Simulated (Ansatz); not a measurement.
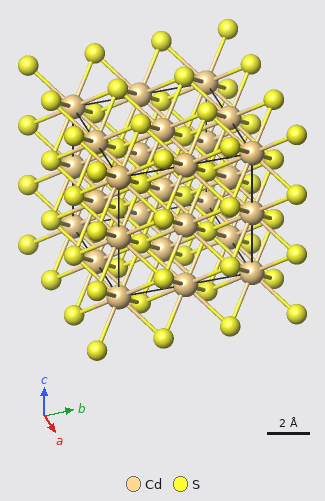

Starting frame of a dynamics run of a 16-atom cell of CdS (built on the CsCl type). A ball-and-stick model of the simulation cell, seen from a free direction. Bonds to atoms that aren't drawn are left out.

Theory: DFT, PBEsol, plane waves, PAW (Ansatz).

Input
```yaml
crystal:
  lattice:
    - [6.7738172281, 0.0, 0.0]
    - [0.0, 6.7738172281, 0.0]
    - [0.0, 0.0, 6.7738172281]
  atoms:
    - { symbol: Cd, position: [0.0, 0.0, 0.0] }
    - { symbol: S, position: [0.25, 0.25, 0.25] }
    - { symbol: Cd, position: [0.0, 0.0, 0.5] }
    - { symbol: S, position: [0.25, 0.25, 0.75] }
    - { symbol: Cd, position: [0.0, 0.5, 0.0] }
    - { symbol: S, position: [0.25, 0.75, 0.25] }
    - { symbol: Cd, position: [0.0, 0.5, 0.5] }
    - { symbol: S, position: [0.25, 0.75, 0.75] }
    - { symbol: Cd, position: [0.5, 0.0, 0.0] }
    - { symbol: S, position: [0.75, 0.25, 0.25] }
    - { symbol: Cd, position: [0.5, 0.0, 0.5] }
    - { symbol: S, position: [0.75, 0.25, 0.75] }
    - { symbol: Cd, position: [0.5, 0.5, 0.0] }
    - { symbol: S, position: [0.75, 0.75, 0.25] }
    - { symbol: Cd, position: [0.5, 0.5, 0.5] }
    - { symbol: S, position: [0.75, 0.75, 0.75] }
kpoints:
  mp_grid: { grid: [2, 2, 2] }
hamiltonian:
  xc: pbesol
scf:
  occupations: { method: fermi_dirac, width: 0.02 }
md:
  ensemble: nvt_nose_hoover
  temperature: 100
  timestep: 2.0
  n_steps: 30
  initial_velocities: maxwell_boltzmann
  seed: 1299
```

Command:
```bash
ansatz run input.yaml --threads 4 --pin off --max-ram 3686MiB --backend cpu --events-out ev --progress --plain --runs-dir out
```

Predict how the run goes.

The mean temperature in the second half is 579 K (standard deviation 259 K). That is above the set 100 K, because the structure releases potential energy faster than the thermostat removes it. The potential energy is still drifting at the end, so the run hasn't reached equilibrium. The potential energy in the second half lies on average 66.0 meV per atom below the first frame. In the second half of the run the atoms are, in the root-mean-square, this far from where they began (common drift taken out): S 0.21 Å, Cd 0.07 Å. The potential energy sinks well below that of the force-free first frame, so the starting arrangement isn't stable at these settings: the atoms shift into a lower-energy one. The conserved quantity stays between −0.035 and 0.046 meV per atom of its start. A straight-line fit has a slope that amounts to +0.014 meV per atom over 60 fs (under 0.1 % of the mean kinetic energy), and the ripple about it is under 0.1 % of the kinetic energy's fluctuation. With a drift under 2 % and a ripple under 7 %, the integration is accurate.

Along the run (each row but the first and the last is the mean over the interval that it begins):

```tsv
time (fs)	potential energy (meV/atom)	T (K)
0.0	0.0	100
6.0	-0.3	103
12.0	-1.4	111
18.0	-3.9	132
24.0	-9.1	174
30.0	-18.2	247
36.0	-32.8	362
42.0	-54.4	522
48.0	-83.1	714
54.0	-117.0	904
60.0	-140.6	1012
```

The paths of the atoms, magnified 2 times:

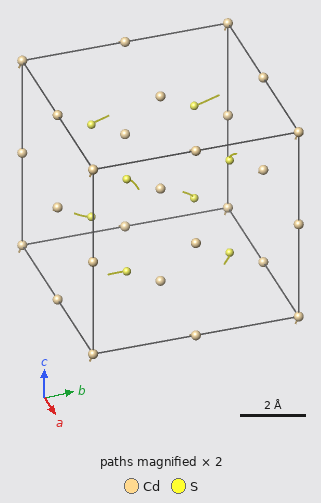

Cost: 2.5 min on 4 threads of Intel(R) Xeon(R) Processor @ 2.50GHz (Skylake/Cascade Lake), with other jobs on the host, peak memory 1.3 GiB.
